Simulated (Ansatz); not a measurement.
# WSi: geometry relaxation

System: WSi (2 atoms in the cell).
Method: DFT PBEsol, scalar-relativistic, plane waves, PAW, no spin polarisation (Ansatz 0.2.0).

The structure was built on a prototype by a generator; it need not be a known phase. Figures and captions count atoms from 1; the log counts them from 0 in places.

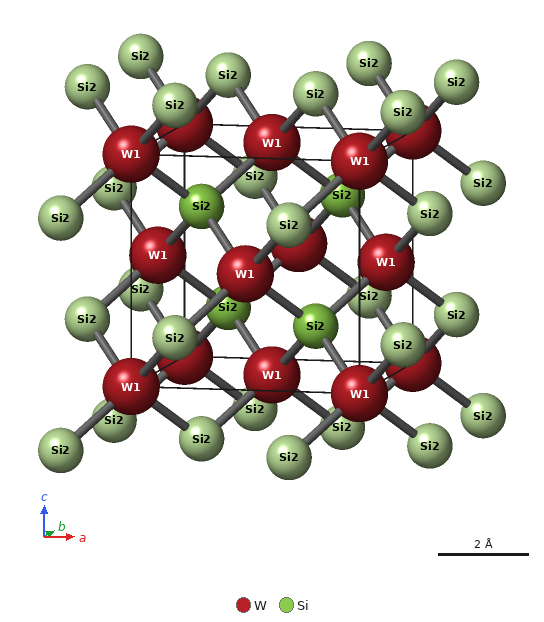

**Figure 1.** The input geometry (ball-and-stick view of the cell 4 times as large as that of the calculation, set on its symmetry axes, seen slightly off an axis; neighbours outside the cell are drawn fainter; atoms are numbered from 1 in the order of the input). An atom can appear more than once, as a periodic image. Near neighbours in the periodic cell (some may lie outside the picture): W has 4 Si at 2.27 Å; Si has 4 W at 2.27 Å.

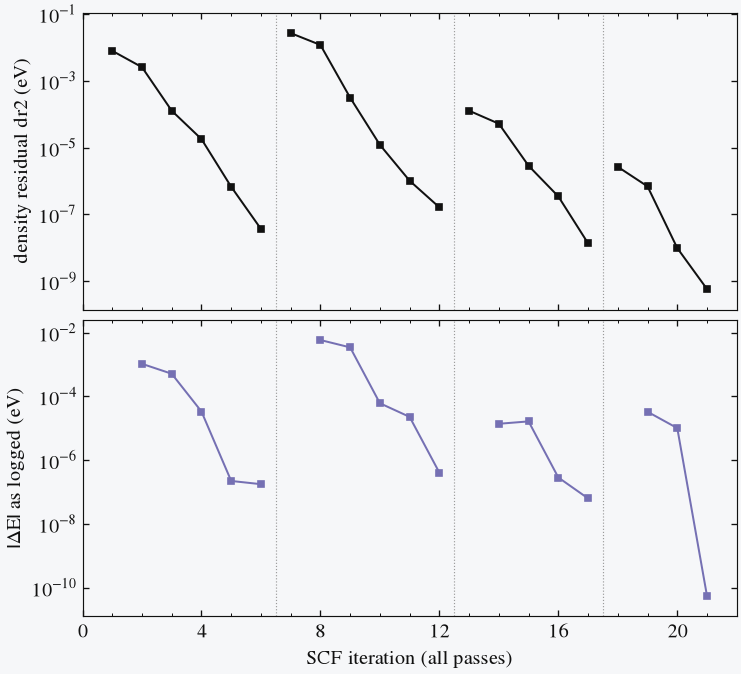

**Figure 2.** Convergence of the self-consistent field: density residual dr2 and size of the energy change against the SCF iteration. The dotted lines part the SCF passes of the relaxation: geometry steps, rejected trials and re-solves on a re-selected basis. The passes take 6, 6, 5 and 4 iterations.

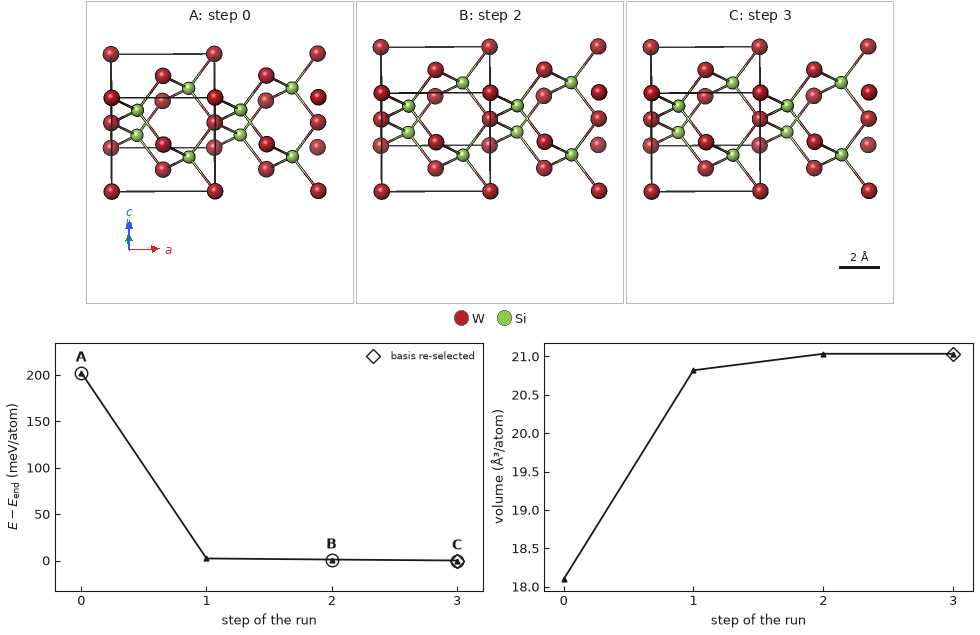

**Figure 3.** Frames of the relaxation (ball-and-stick view of the cell 4 times as large as that of the calculation, set on its symmetry axes, repeated 2 × 1 × 1, seen at an oblique angle) above the curves, on which the letters mark them (the first geometry is step 0 here and step 1 in the log).

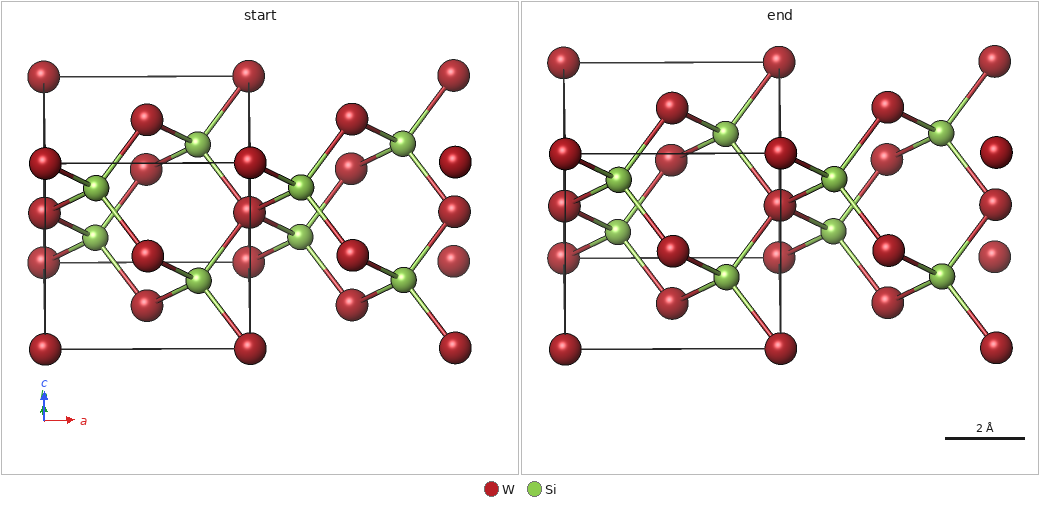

**Figure 4.** Before (left) and after (right) the relaxation, at one scale (ball-and-stick view of the cell 4 times as large as that of the calculation, set on its symmetry axes, repeated 2 × 1 × 1, seen at an oblique angle). After 2 geometry steps the energy has fallen by 202 meV per atom. All forces vanish by symmetry, so only the cell relaxes. Pressure: 24.49 GPa at the start and 0.34 GPa at the end. No atom moves by more than 0.005 Å relative to the cell. The drawn cell changes as follows: a = b = c 5.251 → 5.521 Å (+5.1 %); the volume changes by +16.2 %. Among the contacts that change: W1–Si2 2.274 → 2.391 Å. The space group stays F-43m (No. 216). A last SCF at the same geometry on a re-selected plane-wave basis shifts the energy by −1.0 meV per atom. (Atoms are counted from 1 in the order of the input.)

The input and output of the run follow.

### Input file
```yaml
crystal:
  lattice:
    - [0.0, 2.6254380617, 2.6254380617]
    - [2.6254380617, 0.0, 2.6254380617]
    - [2.6254380617, 2.6254380617, 0.0]
  atoms:
    - { symbol: W, position: [0.0, 0.0, 0.0] }
    - { symbol: Si, position: [0.25, 0.25, 0.25] }
basis:
  ecutwfc: 420
kpoints:
  mp_grid: { grid: [6, 6, 6] }
hamiltonian:
  xc: pbesol
scf:
  occupations: { method: gaussian, width: 0.1 }
output:
  forces: true
  stress: true
  eigenvalues: true
relax:
  adjacent_minimum: "off"
  f_tol: 0.05
  max_steps: 80
  cell: { stress_tol: 0.5 }
```

Launch command:
```bash
ansatz run input.yaml --threads 1 --pin off --max-ram 2560MiB --backend cpu --events-out ev --progress --plain --runs-dir out
```

### What the program printed
```
Engine: ansatz 0.2.0, x86_64-unknown-linux-gnu
Pseudopotentials: kind: paw
Pseudopotential: W, paw, valence charge 14, recommended cutoff 420 eV (normal), W.paw.azcp
Pseudopotential: Si, paw, valence charge 4, recommended cutoff 420 eV (normal), Si.paw.azcp
Functional definition: PBEsol
  exchange = pbesol_x
  correlation = pbesol_c
Crystal: 2 atoms, lattice volume = 36.194 Å³
Basis set: ecut = 420 eV, 725 PW (Γ), exchange–correlation on 50×50×50 points (8 copies of the dense FFT grid, shifted against one another)
Bands: 13, of which v1, the nominal top of the filled ones, is band 9 counted from 1 (8 counted from 0)
Symmetry: 24 space group operations
Space group: F-43m (ITA 216), of the structure as read, at distance tolerance 3.3e-5 Å
k-points: 16 of 216 (time reversal used)
Non-local potential: W, projectors of the file, l = 0: 3, l = 1: 2, l = 2: 2, l = 3: 1
Non-local potential: Si, projectors of the file, l = 0: 2, l = 1: 2, l = 2: 2
PAW form: soft (Blöchl's): semilocal exchange-correlation on the pseudo side does not see the compensation charge
PAW frozen core: W, regenerated for the run's functional, and the local potential with it (the file was generated under x = pbe(κ = 0.804, μ = 0.2195149727645171), c = pbe(β = 0.06672455060314922))
PAW frozen core: Si, regenerated for the run's functional, and the local potential with it (the file was generated under x = pbe(κ = 0.804, μ = 0.2195149727645171), c = pbe(β = 0.06672455060314922))
PAW one-centre angular grid: W, 590 points (default); XC on 64 Gauss nodes
PAW one-centre angular grid: Si, 110 points (default); XC on 64 Gauss nodes
Initial density: superposition of atomic densities (neutral atoms: chi_scale 0, normalization atom), corrected by the library's trained network
Initial wavefunctions: pseudopotential atomic-orbital guess
Functional: x = pbesol(κ = 0.804, μ = 0.12345679012345678), c = pbesol(β = 0.046)
SCF iter   1: F=—  HF=-10874.520892 eV  |F-HF|=—  |Δ(HF+E_count)|=         —  Δρ=5.97e-3  dr2=7.87e-3  ethr=1.77e-3  ⟨swp⟩=5.3  Hψ=1297  notcnv=0
preconditioner: auto → Kerker (q_TF=auto, 2.428 Å⁻¹)  [metal: Δε(μ)=0.076 eV  Ē_g=6.711 eV  σ=0.100 eV  W_gap=0.38  n_scr=14 (ndim 8)  ℏωp=19.5 eV  f_vac=0.000  D(μ)=2.51/eV (n_scr^D=26)]
SCF iter   2: F=—  HF=-10874.519842 eV  |F-HF|=—  |Δ(HF+E_count)|=   1.05e-3  Δρ=3.35e-3  dr2=2.55e-3  ethr=4.37e-5  ⟨swp⟩=1.0  Hψ=336  notcnv=0
SCF iter   3: F=—  HF=-10874.519330 eV  |F-HF|=—  |Δ(HF+E_count)|=   5.12e-4  Δρ=5.12e-4  dr2=1.27e-4  ethr=1.42e-5  ⟨swp⟩=2.3  Hψ=261  notcnv=0
SCF iter   4: F=—  HF=-10874.519297 eV  |F-HF|=—  |Δ(HF+E_count)|=   3.35e-5  Δρ=2.06e-4  dr2=1.80e-5  ethr=7.08e-7  ⟨swp⟩=2.4  Hψ=275  notcnv=0
SCF iter   5: F=—  HF=-10874.519297 eV  |F-HF|=—  |Δ(HF+E_count)|=   2.22e-7  Δρ=3.88e-5  dr2=6.72e-7  ethr=1.00e-7  ⟨swp⟩=1.1  Hψ=211  notcnv=0
SCF iter   6: F=-10874.519297 eV  HF=-10874.519297 eV  |F-HF|=3.66e-9  |Δ(HF+E_count)|=   1.76e-7  Δρ=9.23e-6  dr2=3.69e-8  ethr=5.56e-10  ⟨swp⟩=6.1  Hψ=943  notcnv=0
SCF 1 converged in 6 iterations: F = -10874.519297 eV  dr2 = 3.69e-8
  greatest PAW one-centre occupation: 1.000 electrons in one spin orbital (limit 2), on the W atom at site 0 (counted from 0), in its partial waves of l = 0
relax step   1: F+E_penalty+E_count = -10874.51929717 eV  Δ(F+E_penalty+E_count) = +0.000e0 eV  max|allowed force component| = 1.712e-16 eV/Å  Δτ_max = 0.0000 Å  P = +24.489 GPa  Ω = 36.194 Å³  (6 SCF iters, dr2 threshold 1.00e-7 eV, accepted)
Crystal: 2 atoms, lattice volume = 41.640 Å³
Basis set: ecut = 420 eV, 869 PW (Γ), exchange–correlation on 50×50×50 points (8 copies of the dense FFT grid, shifted against one another)
Initial density: handed on by an earlier stage of this run
Initial wavefunctions: those handed on with the density
iter 1 solved again at ethr=1.50e-4 eV; its pass at ethr=3.10e-3 eV (dr2=2.70e-2 eV) is discarded
SCF iter   1: F=—  HF=-10874.929132 eV  |F-HF|=—  |Δ(HF+E_count)|=         —  Δρ=6.50e-3  dr2=2.67e-2  ethr=1.50e-4  ⟨swp⟩=1.0  Hψ=1461  notcnv=0
preconditioner: auto → Kerker (q_TF=auto, 2.372 Å⁻¹)  [metal: Δε(μ)=0.056 eV  Ē_g=5.949 eV  σ=0.100 eV  W_gap=0.30  n_scr=14 (ndim 8)  ℏωp=18.2 eV  f_vac=0.000  D(μ)=2.58/eV (n_scr^D=26)]
SCF iter   2: F=—  HF=-10874.923283 eV  |F-HF|=—  |Δ(HF+E_count)|=   5.85e-3  Δρ=4.11e-3  dr2=1.18e-2  ethr=1.48e-4  ⟨swp⟩=1.0  Hψ=208  notcnv=0
SCF iter   3: F=—  HF=-10874.919839 eV  |F-HF|=—  |Δ(HF+E_count)|=   3.44e-3  Δρ=7.83e-4  dr2=3.12e-4  ethr=6.55e-5  ⟨swp⟩=2.1  Hψ=267  notcnv=0
SCF iter   4: F=—  HF=-10874.919900 eV  |F-HF|=—  |Δ(HF+E_count)|=   6.09e-5  Δρ=1.64e-4  dr2=1.21e-5  ethr=1.73e-6  ⟨swp⟩=2.5  Hψ=290  notcnv=0
SCF iter   5: F=—  HF=-10874.919923 eV  |F-HF|=—  |Δ(HF+E_count)|=   2.27e-5  Δρ=4.75e-5  dr2=1.02e-6  ethr=6.71e-8  ⟨swp⟩=2.1  Hψ=283  notcnv=0
SCF iter   6: F=-10874.919923 eV  HF=-10874.919923 eV  |F-HF|=5.06e-8  |Δ(HF+E_count)|=   4.05e-7  Δρ=1.44e-5  dr2=1.63e-7  ethr=1.11e-9  ⟨swp⟩=6.2  Hψ=979  notcnv=0
SCF 2 converged in 6 iterations: F = -10874.919923 eV  dr2 = 1.63e-7
relax step   2: F+E_penalty+E_count = -10874.91992303 eV  Δ(F+E_penalty+E_count) = -4.006e-1 eV  max|allowed force component| = 1.966e-16 eV/Å  Δτ_max = 0.0000 Å  P = +1.559 GPa  Ω = 41.640 Å³  energy of the carried Pulay correction = -1.212e-3 eV  (6 SCF iters, dr2 threshold 2.00e-7 eV, accepted)
Crystal: 2 atoms, lattice volume = 42.070 Å³
iter 1 solved again at ethr=8.94e-7 eV; its pass at ethr=3.10e-3 eV (dr2=1.61e-4 eV) is discarded
SCF iter   1: F=—  HF=-10874.922333 eV  |F-HF|=—  |Δ(HF+E_count)|=         —  Δρ=4.56e-4  dr2=1.27e-4  ethr=8.94e-7  ⟨swp⟩=2.0  Hψ=1374  notcnv=0
preconditioner: auto → Kerker (q_TF=auto, 2.368 Å⁻¹)  [metal: Δε(μ)=0.053 eV  Ē_g=5.906 eV  σ=0.100 eV  W_gap=0.27  n_scr=14 (ndim 8)  ℏωp=18.1 eV  f_vac=0.000  D(μ)=2.59/eV (n_scr^D=26)]
SCF iter   2: F=—  HF=-10874.922319 eV  |F-HF|=—  |Δ(HF+E_count)|=   1.38e-5  Δρ=2.77e-4  dr2=5.19e-5  ethr=7.08e-7  ⟨swp⟩=1.0  Hψ=208  notcnv=0
SCF iter   3: F=—  HF=-10874.922303 eV  |F-HF|=—  |Δ(HF+E_count)|=   1.64e-5  Δρ=6.55e-5  dr2=2.86e-6  ethr=2.88e-7  ⟨swp⟩=2.1  Hψ=267  notcnv=0
SCF iter   4: F=—  HF=-10874.922302 eV  |F-HF|=—  |Δ(HF+E_count)|=   2.85e-7  Δρ=2.50e-5  dr2=3.46e-7  ethr=1.59e-8  ⟨swp⟩=2.2  Hψ=303  notcnv=0
SCF iter   5: F=-10874.922302 eV  HF=-10874.922302 eV  |F-HF|=3.58e-9  |Δ(HF+E_count)|=   6.30e-8  Δρ=5.72e-6  dr2=1.37e-8  ethr=1.11e-9  ⟨swp⟩=4.6  Hψ=697  notcnv=0
SCF 3 converged in 5 iterations: F = -10874.922302 eV  dr2 = 1.37e-8
relax step   3: F+E_penalty+E_count = -10874.92230237 eV  Δ(F+E_penalty+E_count) = -2.379e-3 eV  max|allowed force component| = 1.700e-16 eV/Å  Δτ_max = 0.0000 Å  P = +0.292 GPa  Ω = 42.070 Å³  energy of the carried Pulay correction = -1.301e-3 eV  (5 SCF iters, dr2 threshold 2.00e-7 eV, accepted)
Basis set: ecut = 420 eV, 869 PW (Γ), exchange–correlation on 54×54×54 points (8 copies of the dense FFT grid, shifted against one another)
Initial wavefunctions: pseudopotential atomic-orbital guess (no wavefunctions were taken with the density)
iter 1 solved again at ethr=2.52e-8 eV; its pass at ethr=3.10e-3 eV (dr2=4.53e-6 eV) is discarded
SCF iter   1: F=—  HF=-10874.924310 eV  |F-HF|=—  |Δ(HF+E_count)|=         —  Δρ=3.03e-4  dr2=2.66e-6  ethr=2.52e-8  ⟨swp⟩=3.1  Hψ=1839  notcnv=0
preconditioner: auto → Kerker (q_TF=auto, 2.368 Å⁻¹)  [metal: Δε(μ)=0.053 eV  Ē_g=5.907 eV  σ=0.100 eV  W_gap=0.27  n_scr=14 (ndim 8)  ℏωp=18.1 eV  f_vac=0.000  D(μ)=2.59/eV (n_scr^D=26)]
SCF iter   2: F=—  HF=-10874.924343 eV  |F-HF|=—  |Δ(HF+E_count)|=   3.29e-5  Δρ=1.56e-4  dr2=6.91e-7  ethr=1.48e-8  ⟨swp⟩=1.0  Hψ=208  notcnv=0
SCF iter   3: F=—  HF=-10874.924353 eV  |F-HF|=—  |Δ(HF+E_count)|=   1.01e-5  Δρ=5.31e-6  dr2=9.85e-9  ethr=3.84e-9  ⟨swp⟩=2.0  Hψ=351  notcnv=0
SCF iter   4: F=-10874.924353 eV  HF=-10874.924353 eV  |F-HF|=6.17e-10  |Δ(HF+E_count)|=  5.46e-11  Δρ=1.65e-6  dr2=5.85e-10  ethr=1.11e-11  ⟨swp⟩=5.6  Hψ=821  notcnv=0
SCF 4 converged in 4 iterations: F = -10874.924353 eV  dr2 = 5.85e-10
relax step   4: F+E_penalty+E_count = -10874.92435301 eV  Δ(F+E_penalty+E_count) = -2.051e-3 eV  max|allowed force component| = 1.931e-16 eV/Å  Δτ_max = 0.0000 Å  P = +0.336 GPa  Ω = 42.070 Å³  stress off target by 3.36e-1 GPa  SCF on the basis re-selected at this cell (its energy is not comparable with the rows above)  (4 SCF iters)
basis re-selected at this cell: Δ(F+E_penalty+E_count) = -2.051e-3 eV, ΔP = +0.044 GPa vs the last step (what re-selecting the basis moved, of the pressure what is left beyond the Pulay correction that the steps carried, after the strain that the cell walked since its last selection, with what the two solves' SCF thresholds leave and, on support functions, any second-order correction that the steps lacked; it is no measure of the basis error at this ecutwfc). The dense FFT grid was sized anew with the basis: this SCF ran on 27×27×27 points, the steps before it on 25×25×25, so part of this shift can come from that change (see relax.cell in the input reference). This SCF's stress stands 3.36e-1 GPa from its target on what of the cell is left free (relax.cell.stress_tol is 5.00e-1 GPa) and its largest allowed force component is 1.93e-16 eV/Å (relax.f_tol is 5.00e-2 eV/Å): within both
SCF converged after 4 iterations
Free energy (F): -10874.924353 eV
Harris-Foulkes:  -10874.924353 eV  (|F-HF|=6.17e-10)
Internal energy: -10874.911390 eV  (E = F + TS)
E sigma→0 (E₀):  -10874.917872 eV
Entropy (-TS):   -0.012963 eV (-6.481 meV/atom)
Fermi energy:    10.207723 eV
--- Per-component energies (eV) ---
  E_band       = -223.807804
  E_kinetic    = 488.727502
  E_local      = -1185.677495  (includes V_loc(G=0)·N_el)
  E_nonlocal   = 33.595723
  E_hartree    = 425.993357
  E_xc         = -317.305367
  E_vxc        = -282.018368  (∫ρ·V_xc dr)
  E_paw        = -8935.792956  (= ΣΔE_a)
  E_vpaw       = -130.421749  (= ΣTr[D̂ρ^β])
  E_aug_tail   = -0.000047  (compensation charges beyond the density's cutoff)
  E_ewald      = -1384.705459
  E_core_change = 0.253353  (= ΣΔE_core)
  E_smearing   = -0.012963  (= −TS)
  E_closure    = 0.000000  (closes the sum)
  Σ components = -10874.924353   (vs F -10874.924353, Δ=0.00e0)
--- Forces (eV/Å), atoms counted from 1 ---
  atom   1  W     -0.00000000    -0.00000000    -0.00000000
  atom   2  Si     0.00000000     0.00000000     0.00000000
  max |Σ_I F_I| component: 2.43e-16 eV/Å
--- Stress (GPa, compression-positive) ---
        0.335712      -0.000000      -0.000000
       -0.000000       0.335712      -0.000000
       -0.000000      -0.000000       0.335712
  P = ⅓ Tr σ = 0.3357 GPa (3.357 kbar)
--- Band table (eV; the first three rows and the last of 16) ---
  k-point 0: bands = ["-63.5060", "-27.7680", "-27.7680", "-27.7680", "0.6129", "7.4811", "7.4811", "7.4811", "10.1229", "10.1229", "15.7351", "17.4514", "17.4514"]
  k-point 1: bands = ["-63.5057", "-27.7791", "-27.7697", "-27.7697", "1.0047", "7.1566", "7.6427", "7.6427", "10.0422", "10.0422", "15.2530", "16.6623", "17.3571"]
  k-point 2: bands = ["-63.5052", "-27.8012", "-27.7732", "-27.7732", "1.9470", "6.6651", "7.8476", "7.8476", "10.2597", "10.2597", "12.2450", "15.8890", "15.8890"]
  k-point 15: bands = ["-63.5047", "-27.8053", "-27.7908", "-27.7848", "3.3751", "6.2798", "8.0093", "8.7914", "9.6486", "10.3476", "11.0339", "12.4334", "13.7852"]
--- Relaxed structure (3 steps of the walk, 3 accepted, 1 SCFs on fresh bases) ---
  F+E_penalty+E_count = -10874.92435301 eV   max|allowed force component| = 1.931e-16 eV/Å   (the final SCF, on the basis selected at the relaxed cell)
  cell:  # Å, volume = 42.0698 Å³
    - [7.643058049343385e-33, 2.760452184612001, 2.760452184612001]
    - [2.760452184612001, 3.261038101053177e-33, 2.760452184612001]
    - [2.760452184612001, 2.760452184612001, 5.09537203289559e-33]
  atoms:
    - { symbol: W, position: [1.895043381742849e-34, -1.0392173383751109e-34, 4.951564965199057e-34] }
    - { symbol: Si, position: [0.25, 0.25, 0.25] }
```

### Trajectory as extended XYZ (Å, eV, eV/Å), 4 frames, from step=1 to step=4
```
2
Lattice="0.0000 2.6254 2.6254 2.6254 0.0000 2.6254 2.6254 2.6254 0.0000" Properties=species:S:1:pos:R:3:forces:R:3 step=1 energy=-10874.51930 pressure_GPa=24.49
W     0.0000    0.0000    0.0000    0.0000   0.0000   0.0000
Si    1.3127    1.3127    1.3127    0.0000   0.0000   0.0000
2
Lattice="0.0000 2.7510 2.7510 2.7510 0.0000 2.7510 2.7510 2.7510 0.0000" Properties=species:S:1:pos:R:3:forces:R:3 step=2 energy=-10874.91992 pressure_GPa=1.56
W     0.0000    0.0000    0.0000    0.0000   0.0000   0.0000
Si    1.3755    1.3755    1.3755    0.0000   0.0000   0.0000
2
Lattice="0.0000 2.7605 2.7605 2.7605 0.0000 2.7605 2.7605 2.7605 0.0000" Properties=species:S:1:pos:R:3:forces:R:3 step=3 energy=-10874.92230 pressure_GPa=0.29
W     0.0000    0.0000    0.0000    0.0000   0.0000   0.0000
Si    1.3802    1.3802    1.3802    0.0000   0.0000   0.0000
2
Lattice="0.0000 2.7605 2.7605 2.7605 0.0000 2.7605 2.7605 2.7605 0.0000" Properties=species:S:1:pos:R:3:forces:R:3 step=4 energy=-10874.92435 pressure_GPa=0.34
W     0.0000    0.0000    0.0000    0.0000   0.0000   0.0000
Si    1.3802    1.3802    1.3802    0.0000   0.0000   0.0000
```

### Results in brief

| quantity | value |
| --- | --- |
| outcome | converged |
| space group (tolerance 0.01 Å) | F-43m (216) |
| electrons treated | 18 |
| free energy | −10874.9244 eV |
| Fermi energy | 10.208 eV |
| gap on the k-point mesh | none (metallic) |
| pressure | 0.34 GPa |
| final volume | 42.07 Å³ |
| largest force (length of the vector) at the end | under 0.001 eV/Å |
| final cell | a = 3.904 Å, b = 3.904 Å, c = 3.904 Å, α = 60.00°, β = 60.00°, γ = 60.00° |
| hardware | 1 thread of Intel Xeon @ 2.50GHz (Skylake/Cascade Lake), 189 GiB of memory available, shared host |
| wall time | 12 s |
| peak memory | 0.33 GiB |

### Notes

Spin–orbit coupling is left out, which matters for W.
